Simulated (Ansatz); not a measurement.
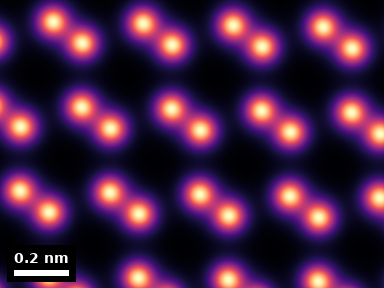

iDPC-like image of Ru. Simulated as the projected potential of neutral atoms (B = 0.3 Å²) blurred by a 0.69 Å probe, the thin-sample limit of integrated differential phase contrast.

**Measure the repeat of the pattern.**

The pattern repeats on a centred rectangular net of 3.8 × 5.4 Å.

**What is the plane group of the image?**

c2mm: perpendicular mirror lines on a centred net, with further twofold points between them.

**How many columns does the smallest repeating cell hold, and how many levels of brightness?**

2 columns in the primitive cell of 10.1 Å², all of one brightness.

The crystal is Ru (Fd-3m, No. 227) seen along [110]. Model: the geometry given to an electronic-structure calculation, possibly off equilibrium; the starting structure was generated, so it need not be a known form of this composition.
